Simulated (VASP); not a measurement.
# Band edges against the vacuum: CdTe(110)

Aim: ionisation energy and electron affinity of CdTe(110), from a slab and a bulk run lined up through core potentials.

Method: PBE; plane waves and PAW (Cd, Te), in VASP 6.6.1.

### 1. The starting structure

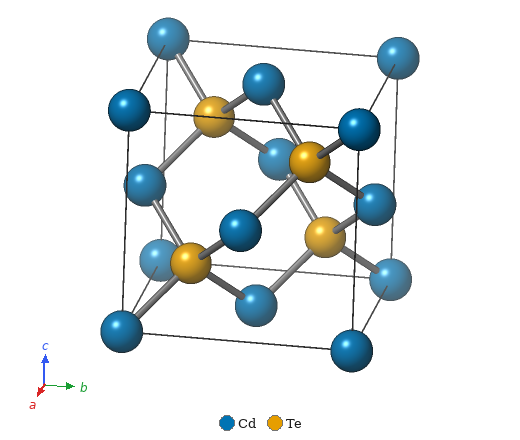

Start, viewed slightly off an axis; cadmium blue, tellurium orange. This picture shows the conventional cell, with its axes. Bonds to atoms that aren't drawn are left out. Some periodic images of atoms are drawn too.

Coordinates:

```
Cd Te
1.0
     0.00000    3.24000    3.24000
     3.24000    0.00000    3.24000
     3.24000    3.24000    0.00000
Cd Te
1 1
Direct
  0.00000 0.00000 0.00000
  0.25000 0.25000 0.25000
```

### 2. Relaxing the bulk crystal

The later steps need the crystal at this functional's own lattice; a raised cutoff keeps the stress reliable while the cell changes.

Input file INCAR:

```
SYSTEM = CdTe
PREC = Accurate
ENCUT = 360
EDIFF = 1E-06
NELM = 120
ISMEAR = 0
SIGMA = 0.03
LREAL = .FALSE.
ALGO = Normal
GGA = PE
NBANDS = 15
LORBIT = 11
LWAVE = .FALSE.
LCHARG = .FALSE.
KPAR = 4
IBRION = 2
NSW = 40
ISIF = 3
EDIFFG = -0.02
POTIM = 0.4
```

Input file POSCAR:

```
CdTe
1.0
    0.0000000000      3.2400000000      3.2400000000
    3.2400000000      0.0000000000      3.2400000000
    3.2400000000      3.2400000000      0.0000000000
Cd Te
1 1
Direct
    0.0000000000      0.0000000000      0.0000000000
    0.2500000000      0.2500000000      0.2500000000
```

Input file KPOINTS:

```
Automatic mesh
0
Gamma
5 5 5
0 0 0
```

The projector-augmented-wave data sets are Cd and Te (PBE family, release 64).

Launch:

```console
$ mpirun -np 4 vasp_std
```

What it wrote:

```text
[banner, memory and clock lines left out]
running    4 mpi-ranks, on    1 nodes
 distrk:  each k-point on    1 cores,    4 groups
 distr:  one band on    1 cores,    1 groups

 POSCAR found type information on POSCAR CdTe
 POSCAR found :  2 types and       2 ions
 LDA part: xc-table for (Slater+PW92), standard interpolation
 POSCAR, INCAR and KPOINTS ok, starting setup
 FFT: planning ... GRIDC
 FFT: planning ... GRID_SOFT
 FFT: planning ... GRID
 WAVECAR not read
 entering main loop
       N       E                     dE             d eps       ncg     rms          rms(c)
DAV:   1     0.805448514401E+02    0.80545E+02   -0.68765E+03   300   0.774E+02
DAV:   2    -0.219542516859E+01   -0.82740E+02   -0.79710E+02   370   0.217E+02
DAV:   3    -0.496151907460E+01   -0.27661E+01   -0.27635E+01   342   0.423E+01
DAV:   4    -0.498911378094E+01   -0.27595E-01   -0.27594E-01   443   0.353E+00
DAV:   5    -0.498917088131E+01   -0.57100E-04   -0.57100E-04   363   0.148E-01    0.572E+00
DAV:   6    -0.476910954732E+01    0.22006E+00   -0.38230E-01   329   0.766E+00    0.467E+00
DAV:   7    -0.475169187438E+01    0.17418E-01   -0.11662E-01   321   0.228E+00    0.174E+00
DAV:   8    -0.475248493184E+01   -0.79306E-03   -0.11302E-02   342   0.127E+00    0.498E-01
DAV:   9    -0.475280767037E+01   -0.32274E-03   -0.10127E-03   342   0.347E-01    0.115E-01
DAV:  10    -0.475286853967E+01   -0.60869E-04   -0.12037E-04   349   0.109E-01    0.555E-02
DAV:  11    -0.475290867511E+01   -0.40135E-04   -0.75916E-05   342   0.606E-02    0.333E-02
DAV:  12    -0.475290775402E+01    0.92109E-06   -0.28584E-06   342   0.157E-02
   1 F= -.47529078E+01 E0= -.47529078E+01  d E =-.475291E+01
 curvature:   0.00 expect dE= 0.000E+00 dE for cont linesearch  0.000E+00
 trial: gam= 0.00000 g(F)=  0.657E-46 g(S)=  0.627E-01 ort = 0.000E+00 (trialstep = 0.100E+01)
 search vector abs. value=  0.627E-01
 bond charge predicted
       N       E                     dE             d eps       ncg     rms          rms(c)
DAV:   1    -0.535911600855E+01   -0.60621E+00   -0.11516E+01   335   0.405E+01    0.674E+00
DAV:   2    -0.485468195403E+01    0.50443E+00   -0.11398E+00   328   0.157E+01    0.212E+00
DAV:   3    -0.479465211766E+01    0.60030E-01   -0.11727E-01   356   0.363E+00    0.193E+00
DAV:   4    -0.478365562256E+01    0.10996E-01   -0.15925E-02   314   0.778E-01    0.361E-01
DAV:   5    -0.478327108904E+01    0.38453E-03   -0.10924E-03   314   0.335E-01    0.213E-01
DAV:   6    -0.478324154963E+01    0.29539E-04   -0.33753E-04   329   0.158E-01    0.602E-02
DAV:   7    -0.478326343023E+01   -0.21881E-04   -0.45102E-05   363   0.604E-02    0.185E-02
DAV:   8    -0.478327310707E+01   -0.96768E-05   -0.12643E-05   314   0.297E-02    0.634E-03
DAV:   9    -0.478327346532E+01   -0.35825E-06   -0.27256E-06   363   0.220E-02
   2 F= -.47832735E+01 E0= -.47832735E+01  d E =-.303657E-01
 trial-energy change:   -0.030366  1 .order   -0.031765   -0.062710   -0.000820
 step:   1.0154(harm=  1.0132)  dis= 0.00000  next Energy=    -4.783280 (dE=-0.304E-01)
 reached required accuracy - stopping structural energy minimisation
```

Elapsed: 3.6 s, on 4 MPI ranks of Intel Xeon 6975P-C (Granite Rapids), shared host; peak memory 0.57 GiB; 12 s of CPU time.

The logs omit lines about the potential files and the build; timing stands in the text.

OUTCAR, selected parts (step 2):

```text
ion  position               nearest neighbor table
   1  0.000  0.000  0.000-   2 2.81   2 2.81   2 2.81   2 2.81
   2  0.250  0.250  0.250-   1 2.81   1 2.81   1 2.81   1 2.81

  LATTYP: Found a face centered cubic cell.
 ALAT       =     6.4800000000

 Subroutine GETGRP returns: Found 24 space group operations
 (whereof 24 operations were pure point group operations)

The static configuration has the point symmetry T_d .

 Found     10 irreducible k-points:

   k-points           NKPTS =     10   k-points in BZ     NKDIM =     10   number of bands    NBANDS=     15

   dimension x,y,z NGX =    28 NGY =   28 NGZ =   28
   dimension x,y,z NGXF=    56 NGYF=   56 NGZF=   56

   ENCUT  =  360.0 eV  26.46 Ry    5.14 a.u.   7.09  7.09  7.09*2*pi/ulx,y,z

   NELECT =      18.0000    total number of electrons

 k-points in reciprocal lattice and weights: Automatic mesh
   0.00000000  0.00000000  0.00000000       0.008
   0.20000000  0.00000000  0.00000000       0.064
   0.40000000  0.00000000  0.00000000       0.064
   0.20000000  0.20000000  0.00000000       0.048
   0.40000000  0.20000000  0.00000000       0.192
  -0.40000000  0.20000000  0.00000000       0.192
  -0.20000000  0.20000000  0.00000000       0.096
   0.40000000  0.40000000  0.00000000       0.048
  -0.40000000  0.40000000  0.00000000       0.096
  -0.40000000  0.40000000  0.20000000       0.192

 average (electrostatic) potential at core
       1 -39.4368       2 -91.7417

 E-fermi :   2.0347

 k-point     1 :       0.0000    0.0000    0.0000
  band No.  band energies     occupation
    ...
      5      -6.0423      2.00000
      6      -6.0423      2.00000
      7       1.8393      2.00000
      8       1.8393      2.00000
      9       1.8393      2.00000
     10       2.4229      0.00000
     11       6.4669      0.00000
     12       6.4669      0.00000
     13       6.4669      0.00000
     14       9.2137      0.00000
    ...

 k-point     2 :       0.2000    0.0000    0.0000
  band No.  band energies     occupation
    ...
      5      -6.0429      2.00000
      6      -6.0429      2.00000
      7      -0.2042      2.00000
      8       1.5669      2.00000
      9       1.5669      2.00000
     10       3.6522      0.00000
     11       6.7040      0.00000
     12       6.8708      0.00000
     13       6.8708      0.00000
     14      10.2113      0.00000
    ...

 k-point     3 :       0.4000    0.0000    0.0000
  band No.  band energies     occupation
    ...
      5      -6.0370      2.00000
      6      -5.8221      2.00000
      7      -1.9796      2.00000
      8       1.2023      2.00000
      9       1.2023      2.00000
     10       3.6272      0.00000
     11       7.0556      0.00000
     12       7.0556      0.00000
     13       8.5444      0.00000
     14       9.9380      0.00000
    ...

  Total        0.0136052      0.0136052      0.0136052      0.0000000      0.0000000      0.0000000
  in kB        0.3018866      0.3018866      0.3018866      0.0000000      0.0000000      0.0000000
  external PRESSURE =       0.3018866 kB  Pullay stress =       0.0000000 kB

  energy-cutoff  :      360.00
  volume of cell :       72.21
      direct lattice vectors                 reciprocal lattice vectors
     0.000000000  3.305072552  3.305072552    -0.151282609  0.151282609  0.151282609
     3.305072552 -0.000000000  3.305072552     0.151282609 -0.151282609  0.151282609
     3.305072552  3.305072552 -0.000000000     0.151282609  0.151282609 -0.151282609

 POSITION                                       TOTAL-FORCE (eV/Angst)
 -----------------------------------------------------------------------------------
      3.30507      3.30507      6.61015         0.000000      0.000000      0.000000
      1.65254      1.65254      1.65254        -0.000000     -0.000000     -0.000000
 -----------------------------------------------------------------------------------
    total drift:                               -0.000002     -0.000002     -0.000002

  FREE ENERGIE OF THE ION-ELECTRON SYSTEM (eV)
  ---------------------------------------------------
  free  energy   TOTEN  =        -4.7832734653 eV

  energy  without entropy=       -4.7832734653  energy(sigma->0) =       -4.78327347

 reached required accuracy - stopping structural energy minimisation

 total charge
# of ion       s       p       d       tot
------------------------------------------
    1        0.461   0.286   9.517  10.263
    2        1.351   2.039   0.018   3.408
--------------------------------------------------
tot          1.812   2.325   9.534  13.671

[... 3 further parts left out ...]
```

The run keeps the 24 symmetry operations of its start, so it cannot find a distortion of lower symmetry.

Relaxation path:

| step | energy less that of the first step (eV) | largest force (eV/Å) | pressure (GPa) | volume (Å³) |
| --- | --- | --- | --- | --- |
| 1 | 0.0000 | 0.0000 | 2.45 | 68.02 |
| 2 | -0.0304 | 0.0000 | 0.03 | 72.21 |

```
conventional cell, symmetrised  before  after  change
                         a (Å)   6.480  6.610  +2.0 %
                         b (Å)   6.480  6.610  +2.0 %
                         c (Å)   6.480  6.610  +2.0 %
              volume (Å³/atom)   34.01  36.10  +6.1 %
```

The relaxed structure:

```xyz
2
Lattice="0.0000 3.3051 3.3051 3.3051 0.0000 3.3051 3.3051 3.3051 0.0000" Properties=species:S:1:pos:R:3 pbc="T T T"
Cd    0.0000    0.0000    0.0000
Te    1.6525    1.6525    1.6525
```

Numbers from this step:

- electronic cycles: 21
- electrons: 18
- free energy (TOTEN): -4.783 eV
- Fermi energy: 2.035 eV

The run ended after 2 ionic steps, 0.030 eV below its first step, once forces and stress met EDIFFG = -0.02.

### 3. Relax the host again, on a new basis

The volume changed by more than 5 %, so the plane waves of the start no longer fit; a second relaxation removes that error.

INCAR: that of step 2 with these lines changed.

```diff
@@ -16,3 +16,3 @@
 IBRION = 2
-NSW = 40
+NSW = 30
 ISIF = 3
```

Input file POSCAR:

```
CdTe
1.0
    0.0000000000      3.3050725516      3.3050725516
    3.3050725516      0.0000000000      3.3050725516
    3.3050725516      3.3050725516      0.0000000000
Cd Te
1 1
Direct
    0.0000000000      0.0000000000      0.0000000000
    0.2500000000      0.2500000000      0.2500000000
```

KPOINTS is that of step 2.

Launch:

```console
$ mpirun -np 4 vasp_std
```

What it wrote:

```text
[... set-up lines as in an earlier step ...]
 entering main loop
       N       E                     dE             d eps       ncg     rms          rms(c)
DAV:   1     0.833340739933E+02    0.83334E+02   -0.70158E+03   308   0.774E+02
DAV:   2    -0.203081505248E+01   -0.85365E+02   -0.82146E+02   356   0.220E+02
DAV:   3    -0.500504251725E+01   -0.29742E+01   -0.29696E+01   356   0.434E+01
DAV:   4    -0.503282012943E+01   -0.27778E-01   -0.27776E-01   436   0.356E+00
DAV:   5    -0.503288932821E+01   -0.69199E-04   -0.69198E-04   370   0.163E-01    0.508E+00
DAV:   6    -0.480685614256E+01    0.22603E+00   -0.39048E-01   314   0.730E+00    0.425E+00
DAV:   7    -0.478994741509E+01    0.16909E-01   -0.11093E-01   328   0.217E+00    0.164E+00
DAV:   8    -0.479078106478E+01   -0.83365E-03   -0.10119E-02   328   0.117E+00    0.478E-01
DAV:   9    -0.479114069899E+01   -0.35963E-03   -0.10176E-03   321   0.323E-01    0.101E-01
DAV:  10    -0.479120047914E+01   -0.59780E-04   -0.11519E-04   349   0.108E-01    0.545E-02
DAV:  11    -0.479124566759E+01   -0.45188E-04   -0.84936E-05   314   0.564E-02    0.367E-02
DAV:  12    -0.479124478411E+01    0.88348E-06   -0.29929E-06   363   0.133E-02
   1 F= -.47912448E+01 E0= -.47912448E+01  d E =-.479124E+01
 curvature:   0.00 expect dE= 0.000E+00 dE for cont linesearch  0.000E+00
 trial: gam= 0.00000 g(F)=  0.254E-45 g(S)=  0.663E-05 ort = 0.000E+00 (trialstep = 0.100E+01)
 search vector abs. value=  0.663E-05
 reached required accuracy - stopping structural energy minimisation
```

The job ended after 3.4 s (4 MPI ranks; peak memory 0.59 GiB; 10 s of CPU time).

From OUTCAR (step 3):

```text
  LATTYP: Found a face centered cubic cell.
 ALAT       =     6.6101451032

The static configuration has the point symmetry T_d .

 Found     10 irreducible k-points:

   dimension x,y,z NGX =    30 NGY =   30 NGZ =   30
   dimension x,y,z NGXF=    60 NGYF=   60 NGZF=   60

   ENCUT  =  360.0 eV  26.46 Ry    5.14 a.u.   7.23  7.23  7.23*2*pi/ulx,y,z

   NELECT =      18.0000    total number of electrons

 E-fermi :   2.0342

 k-point     1 :       0.0000    0.0000    0.0000
  band No.  band energies     occupation
    ...
      5      -6.0461      2.00000
      6      -6.0461      2.00000
      7       1.8385      2.00000
      8       1.8385      2.00000
      9       1.8385      2.00000
     10       2.4232      0.00000
     11       6.4672      0.00000
     12       6.4672      0.00000
     13       6.4672      0.00000
     14       9.2139      0.00000
    ...

 k-point     2 :       0.2000    0.0000    0.0000
  band No.  band energies     occupation
    ...
      5      -6.0466      2.00000
      6      -6.0466      2.00000
      7      -0.2045      2.00000
      8       1.5662      2.00000
      9       1.5662      2.00000
     10       3.6524      0.00000
     11       6.7038      0.00000
     12       6.8710      0.00000
     13       6.8710      0.00000
     14      10.2108      0.00000
    ...

  Total       -0.0107024     -0.0107024     -0.0107024     -0.0000000     -0.0000000     -0.0000000
  in kB       -0.2374751     -0.2374751     -0.2374751     -0.0000000     -0.0000000     -0.0000000
  external PRESSURE =      -0.2374751 kB  Pullay stress =       0.0000000 kB

  energy-cutoff  :      360.00
  volume of cell :       72.21
      direct lattice vectors                 reciprocal lattice vectors
     0.000000000  3.305072552  3.305072552    -0.151282609  0.151282609  0.151282609
     3.305072552  0.000000000  3.305072552     0.151282609 -0.151282609  0.151282609
     3.305072552  3.305072552  0.000000000     0.151282609  0.151282609 -0.151282609

 POSITION                                       TOTAL-FORCE (eV/Angst)
 -----------------------------------------------------------------------------------
      0.00000      0.00000      0.00000        -0.000000     -0.000000     -0.000000
      1.65254      1.65254      1.65254         0.000000      0.000000      0.000000
 -----------------------------------------------------------------------------------
    total drift:                               -0.000001     -0.000001     -0.000001

  FREE ENERGIE OF THE ION-ELECTRON SYSTEM (eV)
  ---------------------------------------------------
  free  energy   TOTEN  =        -4.7912447841 eV

  energy  without entropy=       -4.7912447841  energy(sigma->0) =       -4.79124478

 total charge
# of ion       s       p       d       tot
------------------------------------------
    1        0.460   0.286   9.521  10.267
    2        1.351   2.039   0.018   3.408
--------------------------------------------------
tot          1.812   2.325   9.539  13.675

[... 4 parts as in an earlier step ...]

[... 6 further parts left out ...]
```

Little changed from the start: no atom moved by 0.005 Å and no cell edge by 0.1 %.

Numbers from this step:

* electronic cycles: 12
* free energy (TOTEN): -4.791 eV
* Fermi energy: 2.034 eV

The start already met the threshold, so nothing moved.

### 4. Band edges of the bulk

A static bulk run at the slab's cutoff gives the band edges and the core potentials that tie them to the slab.

Input file INCAR:

```
SYSTEM = CdTe
PREC = Normal
ENCUT = 320
EDIFF = 1E-06
NELM = 120
ISMEAR = 0
SIGMA = 0.03
LREAL = .FALSE.
ALGO = Normal
GGA = PE
NBANDS = 15
LORBIT = 11
LWAVE = .FALSE.
LCHARG = .FALSE.
KPAR = 4
```

POSCAR is that of step 3.

Input file KPOINTS:

```
Automatic mesh
0
Gamma
11 11 11
0 0 0
```

Launch:

```console
$ mpirun -np 4 vasp_std
```

What it wrote:

```text
[... set-up lines as in an earlier step ...]
 entering main loop
       N       E                     dE             d eps       ncg     rms          rms(c)
DAV:   1     0.721552857594E+02    0.72155E+02   -0.63692E+03  1744   0.694E+02
DAV:   2    -0.259237448778E+01   -0.74748E+02   -0.72184E+02  2002   0.204E+02
DAV:   3    -0.502149268145E+01   -0.24291E+01   -0.24263E+01  2002   0.383E+01
DAV:   4    -0.504625343704E+01   -0.24761E-01   -0.24758E-01  2547   0.323E+00
DAV:   5    -0.504631355590E+01   -0.60119E-04   -0.60118E-04  2170   0.132E-01    0.520E+00
DAV:   6    -0.482608189110E+01    0.22023E+00   -0.37748E-01  1834   0.703E+00    0.433E+00
DAV:   7    -0.480919848725E+01    0.16883E-01   -0.10731E-01  1897   0.210E+00    0.163E+00
DAV:   8    -0.480980505373E+01   -0.60657E-03   -0.96786E-03  1869   0.112E+00    0.465E-01
DAV:   9    -0.481010521785E+01   -0.30016E-03   -0.98417E-04  1953   0.313E-01    0.962E-02
DAV:  10    -0.481015722016E+01   -0.52002E-04   -0.10029E-04  2072   0.988E-02    0.521E-02
DAV:  11    -0.481019912889E+01   -0.41909E-04   -0.76626E-05  1799   0.539E-02    0.344E-02
DAV:  12    -0.481019817074E+01    0.95814E-06   -0.24909E-06  2135   0.119E-02
   1 F= -.48101982E+01 E0= -.48101982E+01  d E =-.223558E-15
```

It took 3.6 s on 4 MPI ranks; peak memory 0.55 GiB.

From OUTCAR (step 4):

```text
The static configuration has the point symmetry T_d .

 Found     56 irreducible k-points:

   k-points           NKPTS =     56   k-points in BZ     NKDIM =     56   number of bands    NBANDS=     15

   dimension x,y,z NGX =    20 NGY =   20 NGZ =   20
   dimension x,y,z NGXF=    40 NGYF=   40 NGZF=   40

   ENCUT  =  320.0 eV  23.52 Ry    4.85 a.u.   6.82  6.82  6.82*2*pi/ulx,y,z

   NELECT =      18.0000    total number of electrons

 E-fermi :   1.9823

 k-point     1 :       0.0000    0.0000    0.0000
  band No.  band energies     occupation
    ...
      5      -6.0306      2.00000
      6      -6.0306      2.00000
      7       1.8297      2.00000
      8       1.8297      2.00000
      9       1.8297      2.00000
     10       2.4179      0.00000
     11       6.4647      0.00000
     12       6.4647      0.00000
     13       6.4647      0.00000
     14       9.2071      0.00000
    ...

 k-point     2 :       0.0909    0.0000    0.0000
  band No.  band energies     occupation
    ...
      5      -6.0310      2.00000
      6      -6.0310      2.00000
      7       1.0330      2.00000
      8       1.7629      2.00000
      9       1.7629      2.00000
     10       3.0690      0.00000
     11       6.4074      0.00000
     12       6.5739      0.00000
     13       6.5740      0.00000
     14       9.6394      0.00000
    ...

  Total        0.0755943      0.0755943      0.0755943      0.0000000      0.0000000      0.0000000
  in kB        1.6773609      1.6773609      1.6773609      0.0000000      0.0000000      0.0000000
  external PRESSURE =       1.6773609 kB  Pullay stress =       0.0000000 kB

  energy-cutoff  :      320.00
  volume of cell :       72.21
      direct lattice vectors                 reciprocal lattice vectors
     0.000000000  3.305072552  3.305072552    -0.151282609  0.151282609  0.151282609
     3.305072552  0.000000000  3.305072552     0.151282609 -0.151282609  0.151282609
     3.305072552  3.305072552  0.000000000     0.151282609  0.151282609 -0.151282609

 POSITION                                       TOTAL-FORCE (eV/Angst)
 -----------------------------------------------------------------------------------
      0.00000      0.00000      0.00000         0.000000      0.000000      0.000000
      1.65254      1.65254      1.65254        -0.000000     -0.000000     -0.000000
 -----------------------------------------------------------------------------------
    total drift:                               -0.000025     -0.000025     -0.000026

  FREE ENERGIE OF THE ION-ELECTRON SYSTEM (eV)
  ---------------------------------------------------
  free  energy   TOTEN  =        -4.8101981707 eV

  energy  without entropy=       -4.8101981707  energy(sigma->0) =       -4.81019817

 total charge
# of ion       s       p       d       tot
------------------------------------------
    1        0.464   0.285   9.508  10.257
    2        1.354   2.033   0.018   3.405
--------------------------------------------------
tot          1.818   2.319   9.526  13.662

[... 3 parts as in an earlier step ...]

[... 6 further parts left out ...]
```

The gap is read on the k-mesh alone, so it is an upper bound where the band edges lie off the mesh.

This step gave:

```
free energy (TOTEN)            : -4.810 eV
Fermi energy                   : 1.982 eV
metallic                       : no
gap on the k-mesh              : 0.5882 eV
least direct gap on the k-mesh : 0.5882 eV
```

(Part 1 of 3 ends here.)

[Lines on the potential files, build, host, timing and source positions are cut from VASP's logs without a mark.]

[Logs are printed without paths, hosts, clocks, repeated set-up lines and the standing remarks that a program may print on its own settings, such as how far it seeks lower states.]

[Hosts, paths, dates, database ids (printed as entryN), source tags and the programs' standing remarks are cut or masked in the printed files.]

[Runs that stopped without an error message from VASP are left out.]
